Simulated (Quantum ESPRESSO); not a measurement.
# Fields calculation, with input and output: V (part 2 of 2)

V (Im-3m, 1 atom in the cell); Kohn-Sham DFT of a periodic cell, AM05, SG15 PBE 1.2, spin-polarised (Quantum ESPRESSO 7.5); cutoff 952.4 eV, 15×15×15 k-mesh, cold smearing of 0.05 eV, collinear spins. The structure derives from an entry of the Crystallography Open Database.

Geometry of the input (Å; fractional positions):
```
-1.5144  1.5144  1.5144
1.5144  -1.5144  1.5144
1.5144  1.5144  -1.5144
V  0.0000  0.0000  0.0000
```

## What the program printed, continued
```
     iteration # 17     ecut=    70.00 Ry     beta= 0.30
     Davidson diagonalization with overlap
     ethr =  2.00E-12,  avg # of iterations =  2.0

     Magnetic moment per site  (integrated on atomic sphere of radius R)
     atom   1 (R=0.412)  charge= 11.2889  magn=  0.0000

     End of self-consistent calculation

     Number of k-points >= 100: set verbosity='high' to print the bands.

     the Fermi energy is    16.0782 ev

!    total energy              =    -141.97287106 Ry
     estimated scf accuracy    <          1.4E-12 Ry
     smearing contrib. (-TS)   =       0.00000556 Ry
     internal energy E=F+TS    =    -141.97287663 Ry

     The total energy is F=E-TS. E is the sum of the following terms:
     one-electron contribution =     -46.49979389 Ry
     hartree contribution      =      28.62367525 Ry
     xc contribution           =     -16.63807943 Ry
     ewald contribution        =    -107.45867855 Ry

     total magnetization       =     0.00 Bohr mag/cell
     absolute magnetization    =     0.00 Bohr mag/cell

     convergence has been achieved in  17 iterations

     Forces acting on atoms (cartesian axes, Ry/au):

     atom    1 type  1   force =     0.00000000    0.00000000    0.00000000

     Total force =     0.000000     Total SCF correction =     0.000000

     Computing stress (Cartesian axis) and pressure

          total   stress  (Ry/bohr**3)                   (kbar)     P=     -126.86
  -0.00086236  -0.00000000  -0.00000000         -126.86       -0.00       -0.00
  -0.00000000  -0.00086236  -0.00000000           -0.00     -126.86       -0.00
  -0.00000000  -0.00000000  -0.00086236           -0.00       -0.00     -126.86

=------------------------------------------------------------------------------=
   JOB DONE.
=------------------------------------------------------------------------------=
```

## File pp_density.out
```
This program is part of the open-source Quantum ESPRESSO suite
     for quantum simulation of materials; please cite
         "P. Giannozzi et al., J. Phys.:Condens. Matter 21 395502 (2009);
         "P. Giannozzi et al., J. Phys.:Condens. Matter 29 465901 (2017);
         "P. Giannozzi et al., J. Chem. Phys. 152 154105 (2020);
          URL
     in publications or presentations arising from this work. More details at

     ./tmp/pwscf.save/

     WARNING: libxc functional with ID  120 depends
      on external parameters: check the user_guide of
      QE if you need to modify them or to check their
      default values.

     WARNING: libxc functional with ID  135 depends
      on external parameters: check the user_guide of
      QE if you need to modify them or to check their
      default values.

     IMPORTANT: XC functional enforced from input :
     Exchange-correlation= XC-000I-000I-120L-135L-000I-000I
                           (   0   0 120 135   0   0   0)
     Any further DFT definition will be discarded
     Please, verify this is what you really want

     G-vector sticks info
     --------------------
     sticks:   dense  smooth     PW     G-vecs:    dense   smooth      PW
     Sum         523     523    169                 7419     7419    1409

     Using Slab Decomposition

     Calling punch_plot, plot_num =   0
     Writing data to file  density.dat
     Reading data from file  density.dat

     Writing data to be plotted to file density.cube
     Plot Type: 3D                     Output format: Gaussian cube

=------------------------------------------------------------------------------=
   JOB DONE.
=------------------------------------------------------------------------------=
```

## File pp_potential.out
```
This program is part of the open-source Quantum ESPRESSO suite
     for quantum simulation of materials; please cite
         "P. Giannozzi et al., J. Phys.:Condens. Matter 21 395502 (2009);
         "P. Giannozzi et al., J. Phys.:Condens. Matter 29 465901 (2017);
         "P. Giannozzi et al., J. Chem. Phys. 152 154105 (2020);
          URL
     in publications or presentations arising from this work. More details at

     ./tmp/pwscf.save/

     WARNING: libxc functional with ID  120 depends
      on external parameters: check the user_guide of
      QE if you need to modify them or to check their
      default values.

     WARNING: libxc functional with ID  135 depends
      on external parameters: check the user_guide of
      QE if you need to modify them or to check their
      default values.

     IMPORTANT: XC functional enforced from input :
     Exchange-correlation= XC-000I-000I-120L-135L-000I-000I
                           (   0   0 120 135   0   0   0)
     Any further DFT definition will be discarded
     Please, verify this is what you really want

     G-vector sticks info
     --------------------
     sticks:   dense  smooth     PW     G-vecs:    dense   smooth      PW
     Sum         523     523    169                 7419     7419    1409

     Using Slab Decomposition

     Calling punch_plot, plot_num =  11
     Writing data to file  potential.dat
     Reading data from file  potential.dat

     Writing data to be plotted to file potential.cube
     Plot Type: 3D                     Output format: Gaussian cube

=------------------------------------------------------------------------------=
   JOB DONE.
=------------------------------------------------------------------------------=
```

## File pp_spin.out
```
This program is part of the open-source Quantum ESPRESSO suite
     for quantum simulation of materials; please cite
         "P. Giannozzi et al., J. Phys.:Condens. Matter 21 395502 (2009);
         "P. Giannozzi et al., J. Phys.:Condens. Matter 29 465901 (2017);
         "P. Giannozzi et al., J. Chem. Phys. 152 154105 (2020);
          URL
     in publications or presentations arising from this work. More details at

     ./tmp/pwscf.save/

     WARNING: libxc functional with ID  120 depends
      on external parameters: check the user_guide of
      QE if you need to modify them or to check their
      default values.

     WARNING: libxc functional with ID  135 depends
      on external parameters: check the user_guide of
      QE if you need to modify them or to check their
      default values.

     IMPORTANT: XC functional enforced from input :
     Exchange-correlation= XC-000I-000I-120L-135L-000I-000I
                           (   0   0 120 135   0   0   0)
     Any further DFT definition will be discarded
     Please, verify this is what you really want

     G-vector sticks info
     --------------------
     sticks:   dense  smooth     PW     G-vecs:    dense   smooth      PW
     Sum         523     523    169                 7419     7419    1409

     Using Slab Decomposition

     Calling punch_plot, plot_num =   6
     Writing data to file  spin.dat
     Reading data from file  spin.dat

     Writing data to be plotted to file spin.cube
     Plot Type: 3D                     Output format: Gaussian cube

=------------------------------------------------------------------------------=
   JOB DONE.
=------------------------------------------------------------------------------=
```

## File pp_elf.out
```
This program is part of the open-source Quantum ESPRESSO suite
     for quantum simulation of materials; please cite
         "P. Giannozzi et al., J. Phys.:Condens. Matter 21 395502 (2009);
         "P. Giannozzi et al., J. Phys.:Condens. Matter 29 465901 (2017);
         "P. Giannozzi et al., J. Chem. Phys. 152 154105 (2020);
          URL
     in publications or presentations arising from this work. More details at

     ./tmp/pwscf.save/

     WARNING: libxc functional with ID  120 depends
      on external parameters: check the user_guide of
      QE if you need to modify them or to check their
      default values.

     WARNING: libxc functional with ID  135 depends
      on external parameters: check the user_guide of
      QE if you need to modify them or to check their
      default values.

     IMPORTANT: XC functional enforced from input :
     Exchange-correlation= XC-000I-000I-120L-135L-000I-000I
                           (   0   0 120 135   0   0   0)
     Any further DFT definition will be discarded
     Please, verify this is what you really want

     G-vector sticks info
     --------------------
     sticks:   dense  smooth     PW     G-vecs:    dense   smooth      PW
     Sum         523     523    169                 7419     7419    1409

     Using Slab Decomposition

     Calling punch_plot, plot_num =   8
     Message from routine do_elf_kin:
     elf/kin + US not fully implemented
     Writing data to file  elf.dat
     Reading data from file  elf.dat

     Writing data to be plotted to file elf.cube
     Plot Type: 3D                     Output format: Gaussian cube

=------------------------------------------------------------------------------=
   JOB DONE.
=------------------------------------------------------------------------------=
```

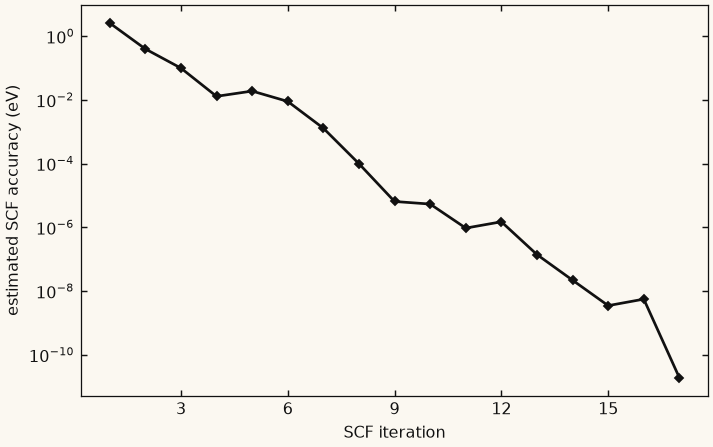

**Figure 1.** Convergence of the self-consistent field: estimated SCF accuracy against the iteration. The field takes 17 iterations in all.

## Results in brief

- outcome: converged
- space group (tolerance 0.01 Å): Im-3m (229)
- electrons treated: 13
- free energy: −1931.6393 eV
- Fermi energy: 16.078 eV
- gap on the k-point mesh: none (metallic)
- net moment of the cell: 0.00 μB
- integrated absolute moment: 0.00 μB
- pressure: −12.69 GPa
- largest force (length of the vector): under 0.001 eV/Å
- wall time: 64 s
- peak memory: 0.09 GiB

## Remarks

Settings chosen away from the usual ones: k set to [15, 15, 15] (from [12, 12, 12]). Further notes kept with the run: potentials made for another functional. Points of doubt noted for this run: potentials made for another functional. The cell is under a tension of 12.7 GPa at this level, so it is not at its equilibrium volume.
